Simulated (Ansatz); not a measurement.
## Single-point calculation, with input and output: WSe2

System: WSe2 (36 atoms in the cell).
Method: DFT PBE+D3(BJ), scalar-relativistic, plane waves, PAW, no spin polarisation (Ansatz 0.2.0).

The structure derives from a Materials Project entry. It belongs to a series of runs on one base structure; here: the perfect crystal in a cell of 36 atoms.

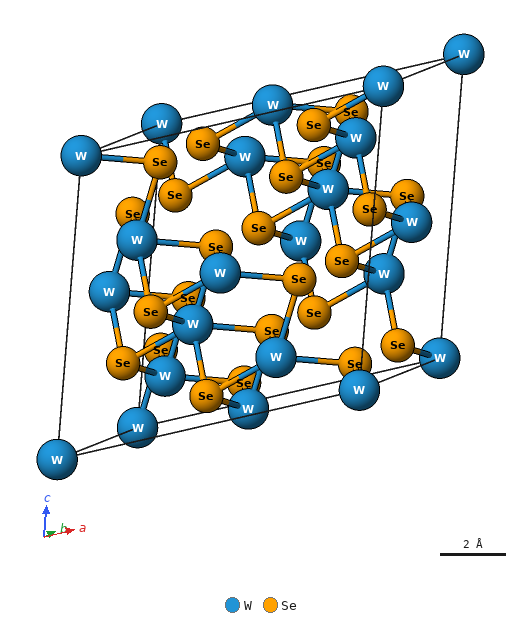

*The input geometry (ball-and-stick view of the cell of the calculation, seen at an oblique angle). An atom can appear more than once, as a periodic image.*

Near neighbours in the periodic cell (some may lie outside the picture): W has 6 Se at 2.53 Å; Se has 3 W at 2.53 Å.

## Input file
```yaml
crystal:
  lattice:
    - [-3.2790118918, 5.6794151952, -7.0056243441]
    - [6.5580237836, 0.0, -7.0056243441]
    - [-3.2790118918, -5.6794151952, -7.0056243441]
  atoms:
    - { symbol: W, position: [0.1666666667, 0.6666666667, 0.1666666667] }
    - { symbol: W, position: [0.8333333333, 0.8333333333, 0.3333333333] }
    - { symbol: W, position: [0.5, 0.5, 0.0] }
    - { symbol: W, position: [0.3333333333, 0.3333333333, 0.3333333333] }
    - { symbol: W, position: [0.0, 0.0, 0.0] }
    - { symbol: W, position: [0.6666666667, 0.1666666667, 0.1666666667] }
    - { symbol: W, position: [0.3333333333, 0.8333333333, 0.8333333333] }
    - { symbol: W, position: [0.0, 0.5, 0.5] }
    - { symbol: W, position: [0.6666666667, 0.6666666667, 0.6666666667] }
    - { symbol: W, position: [0.1666666667, 0.1666666667, 0.6666666667] }
    - { symbol: W, position: [0.8333333333, 0.3333333333, 0.8333333333] }
    - { symbol: W, position: [0.5, 0.0, 0.5] }
    - { symbol: Se, position: [0.2531476294, 0.0864809628, 0.4198142961] }
    - { symbol: Se, position: [0.9198142961, 0.2531476294, 0.5864809628] }
    - { symbol: Se, position: [0.5864809628, 0.9198142961, 0.2531476294] }
    - { symbol: Se, position: [0.4198142961, 0.7531476294, 0.5864809628] }
    - { symbol: Se, position: [0.0864809628, 0.4198142961, 0.2531476294] }
    - { symbol: Se, position: [0.7531476294, 0.5864809628, 0.4198142961] }
    - { symbol: Se, position: [0.4198142961, 0.2531476294, 0.0864809628] }
    - { symbol: Se, position: [0.0864809628, 0.9198142961, 0.7531476294] }
    - { symbol: Se, position: [0.7531476294, 0.0864809628, 0.9198142961] }
    - { symbol: Se, position: [0.2531476294, 0.5864809628, 0.9198142961] }
    - { symbol: Se, position: [0.9198142961, 0.7531476294, 0.0864809628] }
    - { symbol: Se, position: [0.5864809628, 0.4198142961, 0.7531476294] }
    - { symbol: Se, position: [0.0801857039, 0.9135190372, 0.2468523706] }
    - { symbol: Se, position: [0.7468523706, 0.0801857039, 0.4135190372] }
    - { symbol: Se, position: [0.4135190372, 0.7468523706, 0.0801857039] }
    - { symbol: Se, position: [0.2468523706, 0.5801857039, 0.4135190372] }
    - { symbol: Se, position: [0.9135190372, 0.2468523706, 0.0801857039] }
    - { symbol: Se, position: [0.5801857039, 0.4135190372, 0.2468523706] }
    - { symbol: Se, position: [0.2468523706, 0.0801857039, 0.9135190372] }
    - { symbol: Se, position: [0.9135190372, 0.7468523706, 0.5801857039] }
    - { symbol: Se, position: [0.5801857039, 0.9135190372, 0.7468523706] }
    - { symbol: Se, position: [0.0801857039, 0.4135190372, 0.7468523706] }
    - { symbol: Se, position: [0.7468523706, 0.5801857039, 0.9135190372] }
    - { symbol: Se, position: [0.4135190372, 0.2468523706, 0.5801857039] }
basis:
  ecutwfc: 420
  xc_grid: 2
kpoints:
  mp_grid: { grid: [2, 2, 2], shift: [0.5, 0.5, 0.5] }
hamiltonian:
  xc: pbe
  dispersion: d3bj
scf:
  occupations: { method: gaussian, width: 0.01 }
output:
  forces: true
  stress: true
  eigenvalues: true
  write_density: true
  write_potential: true
  elf: true
  volumetric_format: npy
```

Hardware: 4 threads of AMD EPYC (Zen 3), 32 GiB of memory available, shared host.

Launched with:
```bash
ansatz run input.yaml --threads 4 --pin off --max-ram 10240MiB --backend cpu --events-out ev --progress --plain --runs-dir out
```

## What the program printed
```
Engine: ansatz 0.2.0, x86_64-unknown-linux-gnu
Pseudopotentials: kind: paw
Pseudopotential: W, paw, valence charge 14, recommended cutoff 420 eV (normal), W.paw.azcp
Pseudopotential: Se, paw, valence charge 16, recommended cutoff 420 eV (normal), Se.paw.azcp
Functional definition: PBE
  parameter kappa = 0.804
  parameter beta = 0.06672455060314922
  exchange = pbe_x(kappa = kappa, mu = beta*pi^2/3)
  correlation = pbe_c(beta = beta)
Crystal: 36 atoms, lattice volume = 782.789 Å³
Basis set: ecut = 420 eV, 15245 PW (Γ), exchange–correlation on 144×144×144 points (8 copies of the dense FFT grid, shifted against one another)
Bands: 332, of which v1, the nominal top of the filled ones, is band 276 counted from 1 (275 counted from 0)
Symmetry: 72 space group operations
Space group: P-6m2 (ITA 187), of the structure as read, at distance tolerance 9.2e-5 Å
k-points: 2 of 8
Non-local potential: W, projectors of the file, l = 0: 3, l = 1: 2, l = 2: 2, l = 3: 1
Non-local potential: Se, projectors of the file, l = 0: 2, l = 1: 2, l = 2: 3, l = 3: 1
PAW form: soft (Blöchl's): semilocal exchange-correlation on the pseudo side does not see the compensation charge
PAW one-centre angular grid: W, 590 points (default); XC on 64 Gauss nodes
PAW one-centre angular grid: Se, 590 points (default); XC on 64 Gauss nodes
Initial density: superposition of atomic densities (neutral atoms: chi_scale 0, normalization atom), corrected by the library's trained network
Initial wavefunctions: pseudopotential atomic-orbital guess
Functional: x = pbe(κ = 0.804, μ = 0.2195149727645171), c = pbe(β = 0.06672455060314922)
SCF iter   1: F=—  HF=-255910.610391 eV  |F-HF|=—  |Δ(HF+E_count)|=         —  Δρ=4.44e-3  dr2=1.25e-1  ethr=1.77e-3  ⟨swp⟩=6.0  Hψ=2667  notcnv=0  defer=16
preconditioner: auto → Resta (q_TF=auto, 2.574 Å⁻¹)  ε∞=6.0  [insulator: Δε(μ)=1.334 eV  Ē_g=8.706 eV  σ=0.010 eV  W_gap=1.00  n_scr=214 (ndim 8)  ℏωp=19.5 eV  f_vac=0.130  D(μ)=0.00/eV (n_scr^D=0)  ε∞_Penn≈6.0]
SCF iter   2: F=—  HF=-255910.652061 eV  |F-HF|=—  |Δ(HF+E_count)|=   4.17e-2  Δρ=2.57e-3  dr2=2.46e-2  ethr=2.26e-5  ⟨swp⟩=2.0  Hψ=897  notcnv=0  defer=97
SCF iter   3: F=—  HF=-255910.675047 eV  |F-HF|=—  |Δ(HF+E_count)|=   2.30e-2  Δρ=8.69e-4  dr2=1.12e-2  ethr=4.46e-6  ⟨swp⟩=2.0  Hψ=798  notcnv=0  defer=97
SCF iter   4: F=—  HF=-255910.676190 eV  |F-HF|=—  |Δ(HF+E_count)|=   1.14e-3  Δρ=1.89e-4  dr2=4.90e-4  ethr=2.02e-6  ⟨swp⟩=2.0  Hψ=750  notcnv=0  defer=97
SCF iter   5: F=—  HF=-255910.676371 eV  |F-HF|=—  |Δ(HF+E_count)|=   1.80e-4  Δρ=8.87e-5  dr2=1.28e-4  ethr=8.87e-8  ⟨swp⟩=2.0  Hψ=1095  notcnv=0  defer=97
SCF iter   6: F=—  HF=-255910.676474 eV  |F-HF|=—  |Δ(HF+E_count)|=   1.03e-4  Δρ=3.34e-5  dr2=1.20e-5  ethr=2.31e-8  ⟨swp⟩=2.0  Hψ=1094  notcnv=0  defer=97
SCF iter   7: F=—  HF=-255910.676121 eV  |F-HF|=—  |Δ(HF+E_count)|=   3.53e-4  Δρ=6.01e-6  dr2=3.11e-7  ethr=2.16e-9  ⟨swp⟩=3.0  Hψ=785  notcnv=0  defer=97
SCF iter   8: F=-255910.676122 eV  HF=-255910.676122 eV  |F-HF|=1.69e-7  |Δ(HF+E_count)|=   9.93e-7  Δρ=1.99e-6  dr2=2.76e-8  ethr=1.81e-11  ⟨swp⟩=15.0  Hψ=4967  notcnv=0
SCF 1 converged in 8 iterations: F = -255910.676122 eV  dr2 = 2.76e-8
  greatest PAW one-centre occupation: 1.000 electrons in one spin orbital (limit 2), on the Se atom at site 35 (counted from 0), in its partial waves of l = 2
SCF converged after 8 iterations
Free energy (F): -255910.676122 eV
Harris-Foulkes:  -255910.676122 eV  (|F-HF|=1.69e-7)
Internal energy: -255910.676122 eV  (E = F + TS)
E sigma→0 (E₀):  -255910.676122 eV
Fermi energy:    12.173297 eV
--- Per-component energies (eV) ---
  E_band       = -10743.783233
  E_kinetic    = 8276.253685
  E_local      = -77559.284887  (includes V_loc(G=0)·N_el)
  E_nonlocal   = -14279.504372
  E_hartree    = 37157.044410
  E_xc         = -5718.659526
  E_vxc        = -5241.452285  (∫ρ·V_xc dr)
  E_paw        = -148625.772773  (= ΣΔE_a)
  E_vpaw       = 3746.133897  (= ΣTr[D̂ρ^β])
  E_aug_tail   = -0.014968  (compensation charges beyond the density's cutoff)
  E_ewald      = -55145.182947
  E_disp       = -15.554745  (pairwise vdW)
  E_smearing   = -0.000000  (= −TS)
  E_closure    = -0.000000  (closes the sum)
  Σ components = -255910.676122   (vs F -255910.676122, Δ=0.00e0)
--- Forces (eV/Å), atoms counted from 1 ---
  atom   1  W      0.00000000    -0.00000000    -0.00000000
  atom   2  W     -0.00000000    -0.00000000    -0.00000000
  atom   3  W     -0.00000000    -0.00000000    -0.00000000
  atom   4  W      0.00000000    -0.00000000    -0.00000000
  atom   5  W     -0.00000000    -0.00000000    -0.00000000
  atom   6  W     -0.00000000    -0.00000000    -0.00000000
  atom   7  W      0.00000000     0.00000000    -0.00000000
  atom   8  W      0.00000000    -0.00000000    -0.00000000
  atom   9  W     -0.00000000    -0.00000000    -0.00000000
  atom  10  W      0.00000000    -0.00000000    -0.00000000
  atom  11  W     -0.00000000    -0.00000000    -0.00000000
  atom  12  W      0.00000000     0.00000000    -0.00000000
  atom  13  Se     0.00000000     0.00000000     0.00511087
  atom  14  Se    -0.00000000     0.00000000     0.00511087
  atom  15  Se     0.00000000     0.00000000     0.00511087
  atom  16  Se     0.00000000     0.00000000     0.00511087
  atom  17  Se     0.00000000     0.00000000     0.00511087
  atom  18  Se     0.00000000     0.00000000     0.00511087
  atom  19  Se     0.00000000     0.00000000     0.00511087
  atom  20  Se    -0.00000000     0.00000000     0.00511087
  atom  21  Se    -0.00000000     0.00000000     0.00511087
  atom  22  Se     0.00000000     0.00000000     0.00511087
  atom  23  Se    -0.00000000     0.00000000     0.00511087
  atom  24  Se     0.00000000     0.00000000     0.00511087
  atom  25  Se     0.00000000     0.00000000    -0.00511087
  atom  26  Se     0.00000000     0.00000000    -0.00511087
  atom  27  Se     0.00000000    -0.00000000    -0.00511087
  atom  28  Se     0.00000000     0.00000000    -0.00511087
  atom  29  Se     0.00000000     0.00000000    -0.00511087
  atom  30  Se     0.00000000     0.00000000    -0.00511087
  atom  31  Se    -0.00000000     0.00000000    -0.00511087
  atom  32  Se     0.00000000     0.00000000    -0.00511087
  atom  33  Se     0.00000000     0.00000000    -0.00511087
  atom  34  Se     0.00000000     0.00000000    -0.00511087
  atom  35  Se    -0.00000000     0.00000000    -0.00511087
  atom  36  Se     0.00000000     0.00000000    -0.00511087
  max |Σ_I F_I| component: 5.46e-17 eV/Å
--- Stress (GPa, compression-positive) ---
        0.003871      -0.000000       0.000000
       -0.000000       0.003871       0.000000
        0.000000       0.000000       0.019114
  P = ⅓ Tr σ = 0.0090 GPa (0.090 kbar)
--- Band table (eV) ---
  k-point 0: bands = ["-62.4780", "-62.4712", "-62.4712", "-62.4712", "-62.4712", "-62.4712", "-62.4712", "-62.4672", "-62.4672", "-62.4672", ... 122 levels left out ..., "-26.8652", "-26.8652", "-26.8652", "-26.8056", "-26.8056", "-26.7791", "-26.7791", "-26.7746", "-26.7650", "-26.7650", "-26.7650", "-26.7650", "-26.7650", "-26.7650", "-26.7432", "-26.7432", "-26.7432", "-26.7432", "-26.7432", "-26.7432", "-26.7243", "-26.7243", "-26.7243", "-26.7180", "-26.7180", "-26.6814", "-26.6814", "-26.6814", "-26.6718",
      "-26.6718", "-26.6718", "-26.6718", "-26.6718", "-26.6718", "-26.6250", "-26.6250", "-3.3757", "-2.3034", "-2.3034", "-2.3034", "-2.2097", "-2.2097", "-2.2097", "-2.1344", "-1.6293", "-1.6293", "-1.6293", "-1.5006", "-1.5006", "-1.5006", "-1.3474", "-1.3474", "-1.3474", "-1.1165", "-1.1165", "-1.1165", "-1.0799", "-1.0201", "-0.9636", "-0.8956", "5.0625", "5.0625", "5.0625", "5.1461", "6.0050", "6.0726", "6.1199", "6.1934", "6.1934",
      "6.1934", "6.2072", "6.2626", "6.2626", "6.2626", "6.6338", "6.6338", "6.6338", "6.8791", "6.8791", "6.8791", "7.0111", "7.0410", "7.0410", "7.0410", "7.1112", "7.2097", "7.2097", "7.2097", "7.4188", "7.6018", "7.6018", "7.6018", "7.8430", "7.8430", "7.8430", "7.9204", "8.0157", "8.1209", "8.1209", "8.1209", "8.2007", "8.4279", "8.4279", "8.4279", "8.5055", "8.5055", "8.5055", "8.6996", "9.0893",
      "9.1790", "9.1790", "9.1877", "9.1877", "9.1877", "9.4095", "9.4480", "9.4480", "9.4480", "9.5053", "9.5053", "9.5053", "9.8325", "9.8325", "9.8325", "10.3119", "10.3119", "10.4236", "10.4236", "10.4236", "10.5118", "10.5118", "10.5118", "10.6058", "10.6058", "10.6058", "10.6378", "10.6378", "10.6378", "10.7492", "10.7492", "10.7492", "11.2682", "11.4121", "11.5175", "12.8292", "12.8292", "12.8292", "13.1652", "13.1679",
      "13.3929", "13.3929", "13.3929", "13.8534", "13.8534", "13.8534", "13.8835", "13.8835", "13.8835", "13.9211", "13.9740", "13.9740", "13.9740", "14.1836", "14.1836", "14.1836", "14.2425", "14.2425", "14.2425", "14.3646", "14.3646", "14.3646", "14.4570", "14.4570", "14.5014", "14.6402", "14.6402", "14.7248", "15.0794", "15.0794", "15.0794", "15.2964", "15.5601", "15.5601", "15.5601", "15.8820", "15.8820", "15.8820", "15.9647", "15.9647",
      "15.9647", "15.9904", "15.9904", "15.9904", "16.2662", "16.5179", "16.5665", "16.8466", "17.4688", "17.8328", "18.3576"]
  k-point 1: bands = ["-62.4759", "-62.4759", "-62.4726", "-62.4726", "-62.4685", "-62.4685", "-62.4685", "-62.4685", "-62.4672", "-62.4672", ... 122 levels left out ..., "-26.8456", "-26.8455", "-26.8282", "-26.8282", "-26.8281", "-26.8281", "-26.8209", "-26.8209", "-26.7650", "-26.7649", "-26.7495", "-26.7495", "-26.7464", "-26.7464", "-26.7306", "-26.7306", "-26.7306", "-26.7306", "-26.7268", "-26.7268", "-26.7243", "-26.7243", "-26.7214", "-26.7214", "-26.7188", "-26.7188", "-26.6821", "-26.6821", "-26.6821",
      "-26.6821", "-26.6711", "-26.6711", "-26.6533", "-26.6533", "-26.6367", "-26.6367", "-3.1085", "-3.0163", "-2.5094", "-2.5094", "-2.0512", "-1.9017", "-1.7279", "-1.7279", "-1.6892", "-1.6892", "-1.6357", "-1.6357", "-1.3869", "-1.3869", "-1.3405", "-1.3405", "-1.2480", "-1.2277", "-1.2277", "-1.1651", "-1.1127", "-1.1127", "-1.0878", "-0.9942", "5.2943", "5.4044", "5.5041", "5.6479", "5.6479", "5.7548", "5.7548", "5.8381", "5.9300",
      "5.9300", "6.1195", "6.1195", "6.1497", "6.2663", "6.4939", "6.4939", "6.6361", "6.6361", "6.7938", "6.7938", "6.9336", "6.9336", "7.1383", "7.1968", "7.1968", "7.3066", "7.3066", "7.3826", "7.3826", "7.5328", "7.8205", "7.8205", "7.9962", "7.9962", "8.0838", "8.1956", "8.2604", "8.2785", "8.2785", "8.3167", "8.3197", "8.3197", "8.3407", "8.5154", "8.5154", "8.6475", "8.7765", "8.9610", "9.0117",
      "9.1620", "9.1620", "9.2402", "9.2402", "9.4512", "9.4683", "9.5099", "9.5099", "9.5712", "9.5712", "9.5957", "9.6444", "9.6807", "9.6807", "9.7026", "9.7401", "9.7401", "9.8732", "9.8732", "9.9541", "9.9541", "10.1422", "10.5127", "10.5668", "10.5668", "10.6354", "10.6354", "10.7811", "10.7811", "10.8890", "10.9593", "10.9593", "11.0069", "11.1830", "11.2231", "13.3249", "13.3249", "13.3422", "13.3422", "13.5004",
      "13.5029", "13.5029", "13.6672", "13.7552", "13.7552", "13.7719", "13.8526", "13.9004", "13.9004", "14.0172", "14.0172", "14.0794", "14.1533", "14.1533", "14.1540", "14.1678", "14.2813", "14.2813", "14.3017", "14.4189", "14.4594", "14.4594", "14.5112", "14.5112", "14.5204", "14.5763", "14.5763", "14.7408", "14.9185", "15.0052", "15.0512", "15.1479", "15.1479", "15.4496", "15.4496", "15.5168", "15.5571", "15.5571", "15.8700", "15.9826",
      "15.9826", "16.1023", "16.1023", "16.3356", "16.8879", "16.8879", "17.1212", "17.4611", "17.5254", "17.5254", "17.7314"]
```

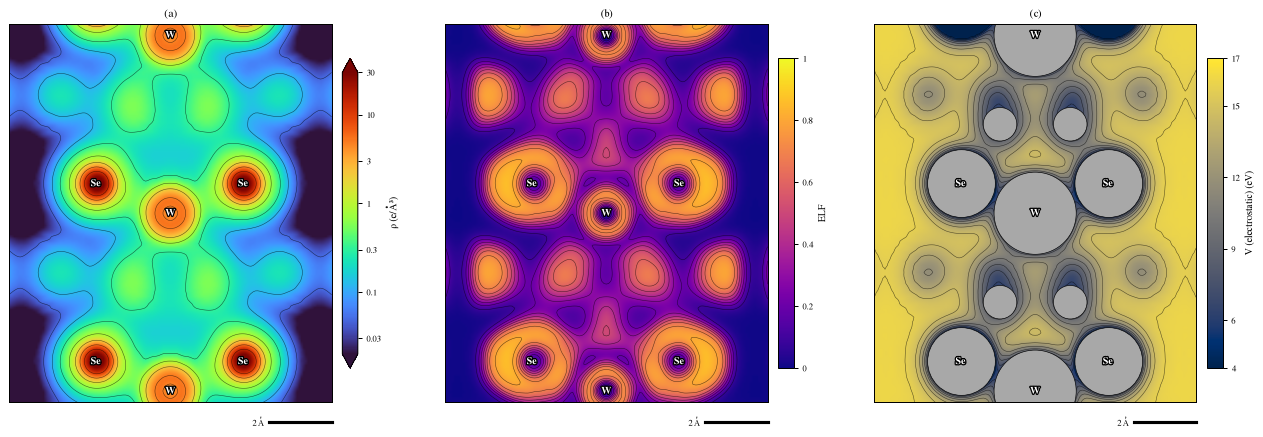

*(a) valence electron density; (b) electron localisation function; (c) electrostatic potential (local pseudopotential plus Hartree) felt by an electron on the (110) plane of the calculation cell. Grey discs, where drawn, cover atomic cores.*

Atoms in the plane: W and Se. W–Se (2.53 Å): ρ is about 0.55 e/Å³ halfway; the ELF is about 0.55 at the midpoint. Away from the nuclei the density in this plane falls to 0.007 e/Å³ at its lowest. The strong features right at W lie inside the PAW spheres (semicore, d or f shells) and say nothing about bonding. Outside the cores the potential energy rises away from the atoms and is highest about 2.5 Å from the nearest atoms; outside the discs it spans about 12 eV, and its zero is arbitrary. The fields are those of the smooth PAW valence density.

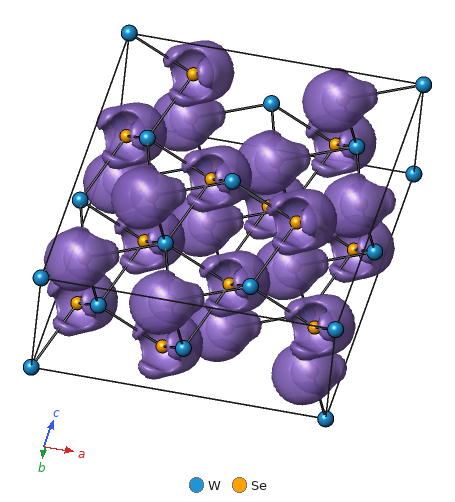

*Isosurface of the electron localisation function at 0.75 (purple), seen at an oblique angle. Only the valence region is drawn (cores and ρ < 0.01 e/Å³ removed). Sticks mark near contacts. The outline is the calculation cell.*

Profiles from the grid: W–Se (2.53 Å): the ELF is about 0.55 at the midpoint.

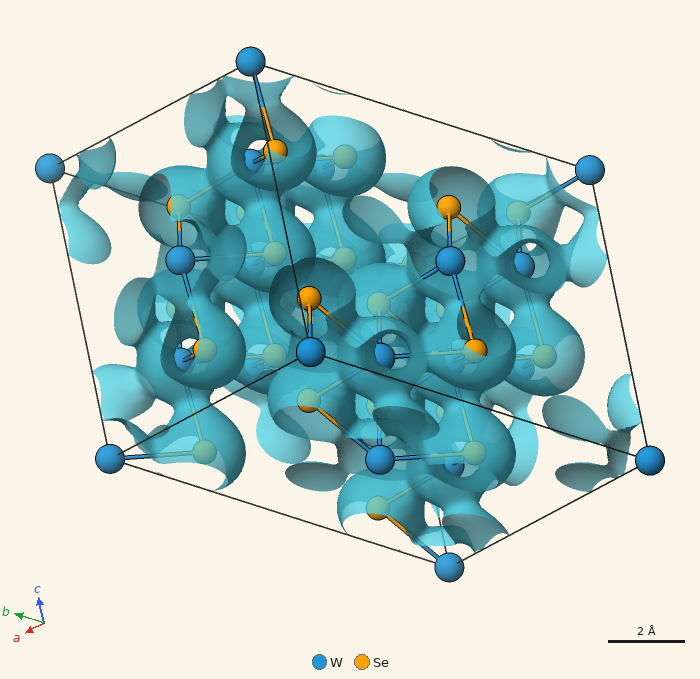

*Isosurface of the valence pseudo-density at 0.4 e/Å³ (cyan), seen at an oblique angle. Sticks mark near contacts. The outline is the calculation cell.*

At this value the density is joined into sheets; it holds about 85 % of the electrons treated as valence (semicore included). On the grid the lowest density along these lines, outside the cores, is 0.54 e/Å³ (W–Se, 2.53 Å).

## Key numbers

| quantity | value |
| --- | --- |
| outcome | converged |
| space group (tolerance 0.01 Å) | P-6m2 (187) |
| electrons treated | 552 |
| free energy | −255910.6761 eV |
| Fermi energy | 12.173 eV |
| gap on the k-point mesh | 1.31 eV |
| pressure | 0.01 GPa |
| largest force (length of the vector) | 0.005 eV/Å |
| wall time | 27 s (CPU time 1.7 min) |
| peak memory | 2.7 GiB |

Spin–orbit coupling is left out, which matters for W.
